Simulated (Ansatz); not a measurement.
System: Pt (slab).

```yaml
crystal:
  lattice:
    - [16.84377, 0.00000, 0.00000]
    - [-1.40365, 2.43119, 0.00000]
    - [0.00000, 0.00000, 21.16859]
  atoms:
    - { symbol: Pt, position: [0.00000, 0.00000, 0.07086] }
    - { symbol: Pt, position: [0.05556, 0.66667, 0.17914] }
    - { symbol: Pt, position: [0.10452, 0.31355, 0.28541] }
    - { symbol: Pt, position: [0.16667, 0.00000, 0.07086] }
    - { symbol: Pt, position: [0.22222, 0.66667, 0.17914] }
    - { symbol: Pt, position: [0.27689, 0.33066, 0.28520] }
    - { symbol: Pt, position: [0.33333, 0.00000, 0.07086] }
    - { symbol: Pt, position: [0.38889, 0.66667, 0.17914] }
    - { symbol: Pt, position: [0.44828, 0.34484, 0.28598] }
    - { symbol: Pt, position: [0.50000, 0.00000, 0.07086] }
    - { symbol: Pt, position: [0.55556, 0.66667, 0.17914] }
    - { symbol: Pt, position: [0.61134, 0.33401, 0.28808] }
    - { symbol: Pt, position: [0.66667, 0.00000, 0.07086] }
    - { symbol: Pt, position: [0.72222, 0.66667, 0.17914] }
    - { symbol: Pt, position: [0.77600, 0.32800, 0.28636] }
    - { symbol: Pt, position: [0.83333, 0.00000, 0.07086] }
    - { symbol: Pt, position: [0.88889, 0.66667, 0.17914] }
    - { symbol: Pt, position: [0.94019, 0.32058, 0.28919] }
    - { symbol: Pt, position: [0.98377, 0.95132, 0.40030] }
    - { symbol: Pt, position: [0.16520, 0.99559, 0.38740] }
    - { symbol: Pt, position: [0.33751, 0.01253, 0.38846] }
    - { symbol: Pt, position: [0.50637, 0.01910, 0.40094] }
    - { symbol: Pt, position: [0.66525, 0.99575, 0.39792] }
    - { symbol: Pt, position: [0.82323, 0.96968, 0.39782] }
    - { symbol: Pt, position: [0.06954, 0.70863, 0.49367] }
    - { symbol: Pt, position: [0.22666, 0.67999, 0.50010] }
    - { symbol: Pt, position: [0.38364, 0.65093, 0.49468] }
```

Theory: DFT PBE, scalar-relativistic, plane waves, PAW in Ansatz.

> Predict the valence pseudo-density and electron localisation function between the atoms.

Pt–Pt (2.81 Å): ρ is about 0.35 e/Å³ halfway; the ELF is about 0.30 at the midpoint: no localised pair shows between them.

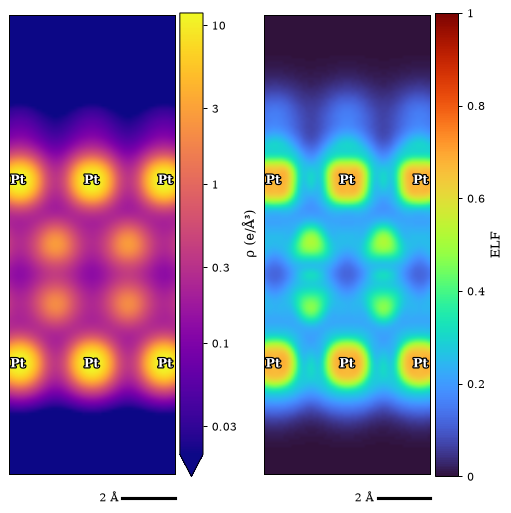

Computed valence pseudo-density and electron localisation function on the (100) plane of the calculation cell, a cut from vacuum to vacuum, in this order. Atoms just off the plane (Pt, 0.8 Å away) can leave unmarked features too.

In a PAW calculation such maps are meaningful between the atoms, not at the nuclei.
